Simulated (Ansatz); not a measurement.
**What a change does: geometry relaxation on MnS**

System: MnS (P6₃mc, 4 atoms in the cell).
Method of run A: DFT with r2SCAN, PAW plane waves, no spin polarisation (Ansatz 0.2.0).

The structure derives from an entry of the Crystallography Open Database. Text and figures count atoms from 1; the logs count them from 0 in places.

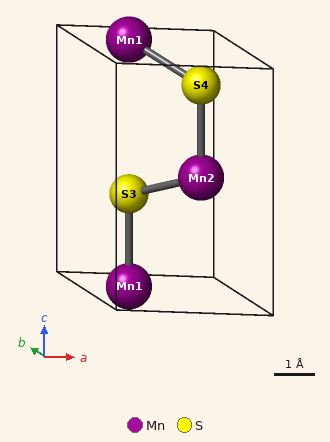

The structure as given in the input (ball-and-stick view of the cell of the calculation, seen slightly off an axis; atoms are numbered from 1 in the order of the input). Near neighbours in the crystal (not all of them lie inside the picture): Mn has 4 S at 2.41 to 2.44 Å; S has 4 Mn at 2.41 to 2.44 Å.

## Input, run A
```yaml
crystal:
  lattice:
    - [3.986593, 0.0, 0.0]
    - [-1.993296, 3.452493, 0.0]
    - [0.0, 0.0, 6.430825]
  atoms:
    - { symbol: Mn, position: [0.3333, 0.6667, 0.0] }
    - { symbol: Mn, position: [0.6666, 0.3333, 0.5] }
    - { symbol: S, position: [0.3333, 0.6667, 0.375] }
    - { symbol: S, position: [0.6666, 0.3333, 0.875] }
  symmetry: { tolerance: 0.0003 }
kpoints:
  mp_grid: { grid: [5, 5, 3], shift: [0, 0, 0] }
magnetization:
  spin_polarized: false
scf:
  occupations: { method: fermi_dirac }
hamiltonian:
  pseudopotentials: { kind: paw }
  xc: r2scan
basis:
  ecutwfc: 500
output:
  forces: true
  stress: true
  eigenvalues: true
  write_density: true
  write_potential: true
  elf: true
  volumetric_format: npy
relax:
  max_steps: 40
  cell: {}
```

Launched with:
```bash
ansatz run input.yaml --threads 1 --pin off --max-ram 2560MiB --backend cpu --events-out ev --progress --plain --runs-dir out
```

Hardware: 1 thread of Intel Xeon (Emerald Rapids), 128 GiB of memory available, shared host.

## Output, shortened to warnings, some set-up lines, iterations and results (run A)
```
Warning: the atoms were moved onto the symmetric positions of the space group found under crystal.symmetry.tolerance 3.0e-4 (fractional; no operation is sought that the atoms, as they stand in a round, miss by more than twice it, and no atom is moved by as much as it), and the run uses the moved positions. Before a round's move an operation carried an atom to 1.99e-4 Å from where it should land, …
Basis set: ecut = 500 eV, 2297 PW (Γ), exchange–correlation on 120×120×192 points (64 copies of the dense FFT grid, shifted against one another)
Symmetry: 12 space group operations
k-points: 10 of 75 (time reversal used)
Initial density: superposition of atomic densities (neutral atoms: chi_scale 0, normalization atom), corrected by the library's trained network
[...]
SCF iter   1: F=—  HF=-9617.366849 eV  |F-HF|=—  |Δ(HF+E_count)|=         —  Δρ=2.25e-2  dr2=8.30e-2  dr2_τ=9.29e-2  ethr=1.77e-3  ⟨swp⟩=5.5  Hψ=1050  notcnv=0
SCF iter   2: F=—  HF=-9617.568535 eV  |F-HF|=—  |Δ(HF+E_count)|=   2.02e-1  Δρ=1.28e-2  dr2=4.32e-2  dr2_τ=1.74e-3  ethr=1.98e-4  ⟨swp⟩=2.0  Hψ=599  notcnv=0
SCF iter   3: F=—  HF=-9617.581483 eV  |F-HF|=—  |Δ(HF+E_count)|=   1.29e-2  Δρ=1.07e-2  dr2=3.79e-2  dr2_τ=1.05e-3  ethr=1.03e-4  ⟨swp⟩=2.1  Hψ=521  notcnv=0
SCF iter   4: F=—  HF=-9617.574526 eV  |F-HF|=—  |Δ(HF+E_count)|=   6.96e-3  Δρ=2.31e-3  dr2=1.89e-3  dr2_τ=7.16e-5  ethr=9.03e-5  ⟨swp⟩=2.3  Hψ=356  notcnv=0
SCF iter   5: F=—  HF=-9617.574336 eV  |F-HF|=—  |Δ(HF+E_count)|=   1.90e-4  Δρ=9.62e-4  dr2=2.10e-4  dr2_τ=8.53e-6  ethr=4.50e-6  ⟨swp⟩=2.2  Hψ=400  notcnv=0
[... 102 lines ...]
SCF iter   6: F=—  HF=-9620.097420 eV  |F-HF|=—  |Δ(HF+E_count)|=   6.60e-9  Δρ=1.04e-6  dr2=6.92e-10  dr2_τ=2.37e-11  ethr=1.20e-11  ⟨swp⟩=2.2  Hψ=441  notcnv=0
SCF iter   7: F=—  HF=-9620.097420 eV  |F-HF|=—  |Δ(HF+E_count)|=  5.97e-10  Δρ=3.55e-7  dr2=5.21e-11  dr2_τ=5.79e-12  ethr=1.65e-12  ⟨swp⟩=2.0  Hψ=373  notcnv=0
SCF iter   8: F=-9620.097420 eV  HF=-9620.097420 eV  |F-HF|=1.82e-12  |Δ(HF+E_count)|=  3.82e-11  Δρ=1.07e-7  dr2=3.19e-12  dr2_τ=2.57e-13  ethr=1.00e-12  ⟨swp⟩=5.9  Hψ=1203  …
SCF 11 converged in 8 iterations: F = -9620.097420 eV  dr2 = 3.19e-12
relax step  11: F+E_penalty+E_count = -9620.09741956 eV  Δ(F+E_penalty+E_count) = +3.765e-3 eV  max|allowed force component| = 8.649e-3 eV/Å  Δτ_max = 0.0000 Å  P = -0.024 …
basis re-selected at this cell: Δ(F+E_penalty+E_count) = +3.765e-3 eV, ΔP = -0.029 GPa vs the last step (what re-selecting the basis moved, of the pressure what is left beyond the Pulay correction that the steps carried, after the strain that the cell walked since its last selection, with what the …
SCF converged after 8 iterations
Free energy (F): -9620.097420 eV
Harris-Foulkes:  -9620.097420 eV  (|F-HF|=1.82e-12)
Internal energy: -9619.995904 eV  (E = F + TS)
E sigma→0 (E₀):  -9620.046662 eV
Entropy (-TS):   -0.101515 eV (-25.379 meV/atom)
Fermi energy:    11.764038 eV
--- Per-component energies (eV) ---
  E_band       = -560.841678
  E_kinetic    = 841.267079
  E_local      = -4887.660113  (includes V_loc(G=0)·N_el)
  E_nonlocal   = 541.011713
  E_hartree    = 2036.213313
  E_xc         = -406.561409
  E_vxc        = -517.697823  (∫ρ·V_xc dr)
  E_paw        = -3839.976911  (= ΣΔE_a)
  E_vpaw       = -641.393441  (= ΣTr[D̂ρ^β])
  E_aug_tail   = -0.000007  (compensation charges beyond the density's cutoff)
  E_vtau       = 31.204309  (kinetic-family band-sum trace: ∫τ·v_τ [+ j·A + Jᵃ·Aᵃ] dr)
  E_ewald      = -3903.503950
  E_core_change = -0.785620  (= ΣΔE_core)
  E_smearing   = -0.101515  (= −TS)
  E_closure    = 0.000000  (closes the sum)
  Σ components = -9620.097420   (vs F -9620.097420, Δ=0.00e0)
--- Forces (eV/Å), atoms counted from 1 ---
  atom   1  Mn     0.00000000     0.00000000     0.00864787
  atom   2  Mn    -0.00000000    -0.00000000     0.00864787
  atom   3  S      0.00000000    -0.00000000    -0.00865018
  atom   4  S     -0.00000000    -0.00000000    -0.00865018
  max |Σ_I F_I| component: 4.63e-6 eV/Å
--- Stress (GPa, compression-positive) ---
       -0.024227      -0.000000       0.000000
       -0.000000      -0.024227       0.000000
        0.000000       0.000000      -0.023363
  P = ⅓ Tr σ = -0.0239 GPa (-0.239 kbar)
--- Relaxed structure (10 steps of the walk, 9 accepted, 1 SCFs on fresh bases) ---
  F+E_penalty+E_count = -9620.09741956 eV   max|allowed force component| = 8.649e-3 eV/Å   (the final SCF, on the basis selected at the relaxed cell)
  cell:  # Å, volume = 60.6183 Å³
[...]
```

For run B the input was changed thus:
```diff
-magnetization:
-  spin_polarized: false
+  initial_density: { chi_scale: 0.0 }
+  xc_grid: 3
```

What does this change do to the results?

The energy is the same within 0.01 meV per atom. The SCF takes 94 iterations over all geometry steps against 90. The two runs start from different initial densities, which also moves the count.

## Output, shortened to warnings, some set-up lines, iterations and results (run B)
```
Warning: the atoms were moved onto the symmetric positions of the space group found under crystal.symmetry.tolerance 3.0e-4 (fractional; no operation is sought that the atoms, as they stand in a round, miss by more than twice it, and no atom is moved by as much as it), and the run uses the moved positions. Before a round's move an operation carried an atom to 1.99e-4 Å from where it should land, …
Basis set: ecut = 500 eV, 2297 PW (Γ), exchange–correlation on 90×90×144 points (27 copies of the dense FFT grid, shifted against one another)
Symmetry: 12 space group operations
k-points: 10 of 75 (time reversal used)
Initial density: superposition of atomic densities (chi_scale 0, normalization cell)
[...]
SCF iter   1: F=—  HF=-9617.222055 eV  |F-HF|=—  |Δ(HF+E_count)|=         —  Δρ=6.33e-2  dr2=2.70e0  dr2_τ=1.22e-1  ethr=3.10e-3  ⟨swp⟩=5.6  Hψ=1036  notcnv=0
SCF iter   2: F=—  HF=-9617.441128 eV  |F-HF|=—  |Δ(HF+E_count)|=   2.19e-1  Δρ=4.66e-2  dr2=1.08e0  dr2_τ=2.75e-2  ethr=3.10e-3  ⟨swp⟩=2.9  Hψ=541  notcnv=0
SCF iter   3: F=—  HF=-9617.494992 eV  |F-HF|=—  |Δ(HF+E_count)|=   5.39e-2  Δρ=3.33e-2  dr2=5.83e-1  dr2_τ=1.01e-2  ethr=2.58e-3  ⟨swp⟩=2.3  Hψ=391  notcnv=0
SCF iter   4: F=—  HF=-9617.553487 eV  |F-HF|=—  |Δ(HF+E_count)|=   5.85e-2  Δρ=1.43e-2  dr2=1.07e-1  dr2_τ=6.32e-3  ethr=1.39e-3  ⟨swp⟩=1.8  Hψ=364  notcnv=0
SCF iter   5: F=—  HF=-9617.571516 eV  |F-HF|=—  |Δ(HF+E_count)|=   1.80e-2  Δρ=3.39e-3  dr2=1.13e-2  dr2_τ=2.99e-4  ethr=2.55e-4  ⟨swp⟩=2.9  Hψ=417  notcnv=0
[... 106 lines ...]
SCF iter   5: F=—  HF=-9620.097407 eV  |F-HF|=—  |Δ(HF+E_count)|=   4.23e-6  Δρ=3.71e-6  dr2=2.52e-9  dr2_τ=2.33e-9  ethr=1.12e-9  ⟨swp⟩=2.0  Hψ=369  notcnv=0
SCF iter   6: F=—  HF=-9620.097407 eV  |F-HF|=—  |Δ(HF+E_count)|=   5.53e-9  Δρ=7.80e-7  dr2=2.42e-10  dr2_τ=2.46e-11  ethr=6.00e-12  ⟨swp⟩=2.0  Hψ=470  notcnv=0
SCF iter   7: F=-9620.097407 eV  HF=-9620.097407 eV  |F-HF|=1.64e-11  |Δ(HF+E_count)|=  2.62e-10  Δρ=2.43e-7  dr2=2.71e-11  dr2_τ=2.05e-12  ethr=1.00e-12  ⟨swp⟩=6.0  Hψ=1330  …
SCF 11 converged in 7 iterations: F = -9620.097407 eV  dr2 = 2.71e-11
relax step  11: F+E_penalty+E_count = -9620.09740740 eV  Δ(F+E_penalty+E_count) = +3.764e-3 eV  max|allowed force component| = 8.717e-3 eV/Å  Δτ_max = 0.0000 Å  P = -0.024 …
basis re-selected at this cell: Δ(F+E_penalty+E_count) = +3.764e-3 eV, ΔP = -0.030 GPa vs the last step (what re-selecting the basis moved, of the pressure what is left beyond the Pulay correction that the steps carried, after the strain that the cell walked since its last selection, with what the …
SCF converged after 7 iterations
Free energy (F): -9620.097407 eV
Harris-Foulkes:  -9620.097407 eV  (|F-HF|=1.64e-11)
Internal energy: -9619.995891 eV  (E = F + TS)
E sigma→0 (E₀):  -9620.046649 eV
Entropy (-TS):   -0.101516 eV (-25.379 meV/atom)
Fermi energy:    11.764040 eV
--- Per-component energies (eV) ---
  E_band       = -560.841565
  E_kinetic    = 841.267105
  E_local      = -4887.660648  (includes V_loc(G=0)·N_el)
  E_nonlocal   = 541.011663
  E_hartree    = 2036.213562
  E_xc         = -406.561414
  E_vxc        = -517.697767  (∫ρ·V_xc dr)
  E_paw        = -3839.976896  (= ΣΔE_a)
  E_vpaw       = -641.393427  (= ΣTr[D̂ρ^β])
  E_aug_tail   = -0.000007  (compensation charges beyond the density's cutoff)
  E_vtau       = 31.204300  (kinetic-family band-sum trace: ∫τ·v_τ [+ j·A + Jᵃ·Aᵃ] dr)
  E_ewald      = -3903.503638
  E_core_change = -0.785620  (= ΣΔE_core)
  E_smearing   = -0.101516  (= −TS)
  E_closure    = 0.000000  (closes the sum)
  Σ components = -9620.097407   (vs F -9620.097407, Δ=0.00e0)
--- Forces (eV/Å), atoms counted from 1 ---
  atom   1  Mn     0.00000000    -0.00000000     0.00871648
  atom   2  Mn     0.00000000     0.00000000     0.00871648
  atom   3  S     -0.00000000     0.00000000    -0.00871706
  atom   4  S      0.00000000    -0.00000000    -0.00871706
  max |Σ_I F_I| component: 1.17e-6 eV/Å
--- Stress (GPa, compression-positive) ---
       -0.023976       0.000000       0.000000
        0.000000      -0.023976       0.000000
        0.000000       0.000000      -0.023554
  P = ⅓ Tr σ = -0.0238 GPa (-0.238 kbar)
--- Relaxed structure (10 steps of the walk, 9 accepted, 1 SCFs on fresh bases) ---
  F+E_penalty+E_count = -9620.09740740 eV   max|allowed force component| = 8.717e-3 eV/Å   (the final SCF, on the basis selected at the relaxed cell)
  cell:  # Å, volume = 60.6183 Å³
[...]
```

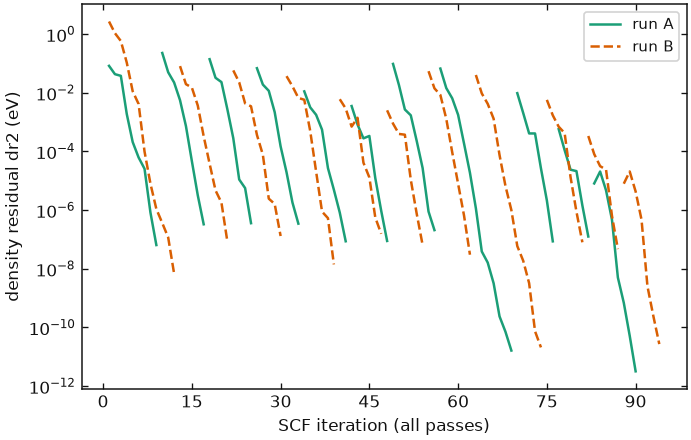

Convergence of the two runs: density residual dr2 against the SCF iteration. A break in a curve parts two SCF passes. Run A takes 90 iterations in all, and run B takes 94.

## The two runs side by side

| quantity | run A | run B |
| --- | --- | --- |
| outcome | converged | converged |
| free energy per atom (eV) | −2405.0244 | −2405.0244 |
| energy per atom, smearing taken to zero (eV) | −2405.0117 | −2405.0117 |
| pressure (GPa) | −0.02 | −0.02 |
| largest force (eV/Å) | 0.009 | 0.009 |
| SCF iterations | 90 | 94 |
| irreducible k-points | 10 | 10 |
| wall time (shared host) | 46 s | 43 s |

For both runs: Warnings: the structure was made exactly symmetric. The run has no spin polarisation, so a magnetic state may lie lower. For run B: These settings are looser than, or depart from, a standard set-up, so the numbers are not reference values for this system.
